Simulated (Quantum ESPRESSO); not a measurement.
## NaI (Fm-3m): the LO frequency by hand

How high does the longitudinal optical mode of NaI (Fm-3m) lie, given the transverse one, the Born charge and ε∞?

Method: DFT LDA, scalar-relativistic, plane waves, PseudoDojo norm-conserving pseudopotentials, in Quantum ESPRESSO 7.5.

## (1) The relaxed structure

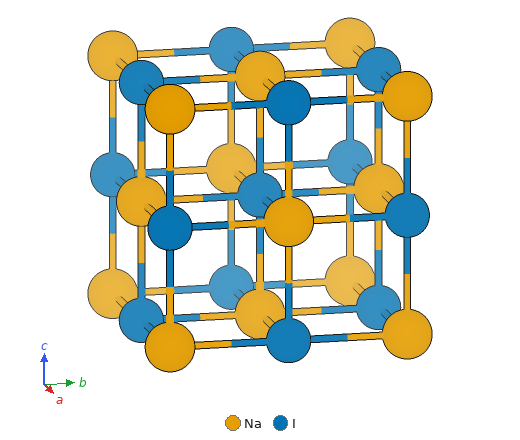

The cell as given, slightly off an axis (sodium orange, iodine blue). This picture shows the conventional cell, with its axes. Some periodic images of atoms are drawn too.

As a file:

```cif
data_structure
_symmetry_space_group_name_H-M 'P 1'
_symmetry_Int_Tables_number 1
_cell_length_a 4.4281
_cell_length_b 4.4281
_cell_length_c 4.4281
_cell_angle_alpha 60.000
_cell_angle_beta 60.000
_cell_angle_gamma 60.000
_cell_volume 61.40
loop_
_atom_site_label
_atom_site_type_symbol
_atom_site_fract_x
_atom_site_fract_y
_atom_site_fract_z
_atom_site_occupancy
Na1 Na 0.00000 0.00000 0.00000 1
I2 I 0.50000 0.50000 0.50000 1
```

This is the cell after its relaxation at this level of theory, not the database cell from which that began.

## (2) What the response run gave

A linear-response run on the relaxed cell, with the response to an electric field; only its zone-centre results are used. Cutoff 88 Ry, k mesh 8×8×8.

The log of the run:

```text
[banners, grids, parts of the stress and lines that vanish by symmetry left out]
Program PHONON v.7.5
     Reading xml data from directory:

[...]
Exchange-correlation= PW
                           (   1   4   0   0   0   0   0)
[...]
kinetic-energy cut-off    =      88.0000  Ry
     charge density cut-off    =     352.0000  Ry
     convergence threshold     =      1.0E-18
[...]
Exchange-correlation= PW
                           (   1   4   0   0   0   0   0)
[...]
q = (   0.0000000   0.0000000   0.0000000 )
     49 Sym.Ops. (with q -> -q+G )
     G cutoff =  624.3359  (  45911 G-vectors)     FFT grid: ( 50, 50, 50)
     number of k points=    29
[...]
Mode symmetry, O_h (m-3m)  point group:
[...]
Dielectric constant
[...]
End of electric fields calculation
          Dielectric constant in cartesian axis
          (       3.642596904      -0.000000000      -0.000000000 )
          (      -0.000000000       3.642596904       0.000000000 )
          (      -0.000000000       0.000000000       3.642596904 )
          Effective charges (d Force / dE) in cartesian axis without acoustic sum rule applied (asr)
           atom    1  Na    Mean Z*:        1.16728
      Ex  (        1.16728        0.00000        0.00000 )
      Ey  (       -0.00000        1.16728       -0.00000 )
      Ez  (        0.00000       -0.00000        1.16728 )
           atom    2  I     Mean Z*:       -1.16930
      Ex  (       -1.16930        0.00000        0.00000 )
      Ey  (        0.00000       -1.16930        0.00000 )
      Ez  (        0.00000        0.00000       -1.16930 )
          Effective charges Sum: Mean:       -0.00202
[...]
Effective charges (d Force / dE) in cartesian axis with asr applied:
           atom    1  Na    Mean Z*:        1.16829
[...]
atom    2  I     Mean Z*:       -1.16829
[...]
Representation #   1 modes #   1   2   3
[...]
End of self-consistent calculation
     Convergence has been achieved
     Representation #   2 modes #   4   5   6
[...]
End of self-consistent calculation
     Convergence has been achieved
[...]
Dielectric constant in cartesian axis
          (       3.642596904      -0.000000000      -0.000000000 )
          (      -0.000000000       3.642596904       0.000000000 )
          (      -0.000000000       0.000000000       3.642596904 )
          Effective charges (d Force / dE) in cartesian axis without acoustic sum rule applied (asr)
           atom    1  Na    Mean Z*:        1.16728
      Ex  (        1.16728        0.00000        0.00000 )
      Ey  (       -0.00000        1.16728       -0.00000 )
      Ez  (        0.00000       -0.00000        1.16728 )
           atom    2  I     Mean Z*:       -1.16930
      Ex  (       -1.16930        0.00000        0.00000 )
      Ey  (        0.00000       -1.16930        0.00000 )
      Ez  (        0.00000        0.00000       -1.16930 )
          Effective charges Sum: Mean:       -0.00202
[...]
Effective charges (d Force / dE) in cartesian axis with asr applied:
           atom    1  Na    Mean Z*:        1.16829
[...]
atom    2  I     Mean Z*:       -1.16829
[...]
q = (    0.000000000   0.000000000   0.000000000 )
[...]
freq (    1) =       0.107431 [THz] =       3.583497 [cm-1]
     freq (    2) =       0.107431 [THz] =       3.583497 [cm-1]
     freq (    3) =       0.107431 [THz] =       3.583497 [cm-1]
     freq (    4) =       3.915308 [THz] =     130.600621 [cm-1]
     freq (    5) =       3.915308 [THz] =     130.600621 [cm-1]
     freq (    6) =       3.915308 [THz] =     130.600621 [cm-1]
[...]
Mode symmetry, O_h (m-3m)  point group:
     freq (   1-   3) =          3.6  [cm-1]   --> T_1u G_15  G_4- I
     freq (   4-   6) =        130.6  [cm-1]   --> T_1u G_15  G_4- I

   JOB DONE.
```

```csv
quantity,value
cell volume Ω (Å³),61.396
mass of Na (u),22.990
mass of I (u),126.904
"Born charge of Na, raw (e)",1.167
"Born charge of I, raw (e)",-1.169
ε∞,3.643
ω(TO) after the sum rule (cm⁻¹),130.3
```

## (3) The calculation

The charges must sum to zero over the cell; taking off their mean, -0.001 e, leaves Z* = 1.168 e on Na. In the polar mode Na moves against I, so the reduced mass is μ = 22.99 × 126.90 / 149.89 = 19.464 u.

A longitudinal wave builds up a field that adds to the restoring force: ω(LO)² = ω(TO)² + 4π Z*² / (μ Ω ε∞), in Hartree atomic units. With μ = 35480 electron masses and Ω = 414.32 bohr³ the second term is 3.2032e-07 Ha², or 15429 cm⁻² (1 Ha = 219474.6 cm⁻¹).

So ω(LO) = √(16986 + 15429) = 180.0 cm⁻¹, and by the Lyddane-Sachs-Teller relation ε₀ = ε∞ (ω(LO)/ω(TO))² = 6.95.

## (4) Check against the program

The analysis program adds the same non-analytic term to the full matrix, here for q along (1 0 0).

The log of the run:

```text
[banner, memory and clock lines left out]
Program DYNMAT v.7.5

     Reading Dynamical Matrix from file g.dyn
     ...Force constants read
     ...epsilon and Z* read

     Polarizability (A^3 units)
     multiply by 0.531670 for Clausius-Mossotti correction
        12.911079   -0.000000   -0.000000
        -0.000000   12.911079    0.000000
        -0.000000    0.000000   12.911079

     IR activities are in (D/A)^2/amu units

# mode   [cm-1]    [THz]      IR
    1     -0.00   -0.0000    0.0000
    2      0.00    0.0000    0.0000
    3      0.00    0.0000    0.0000
    4    130.33    3.9072    1.6179
    5    130.33    3.9072    1.6179
    6    180.04    5.3975    1.6179
```

ε₀ comes from the program's run without a direction of q.

| quantity | by hand | program |
| --- | --- | --- |
| ω(LO) (cm⁻¹) | 180.0 | 180.0 |
| ε₀ | 6.95 | 6.95 |

## (5) What came out

- TO mode: 130.3 cm⁻¹
- LO mode: 180.0 cm⁻¹
- static dielectric constant: 6.951

In words: The LO mode of NaI (Fm-3m) lies at 180 cm⁻¹, 50 cm⁻¹ above the TO mode; the formula meets the program within 0.1 cm⁻¹, as it must for a cubic crystal with one polar mode. ω(LO)² − ω(TO)² goes with Z*²/ε∞: an error of 5 % in ε∞ would move the LO mode by 2.1 cm⁻¹, and semilocal functionals tend to overestimate ε∞. These are harmonic values at zero temperature, at the volume of this functional, for the structure held cubic; stability elsewhere in the zone is no part of this calculation.

[Host names and launcher messages were left out of these logs when they were recorded.]

[Logs are printed without paths, hosts, clocks, repeated set-up lines and the standing remarks that a program may print on its own settings, such as how far it seeks lower states.]

[Hosts, paths, dates, database ids (printed as entryN), source tags and the programs' standing remarks are cut or masked in the printed files.]
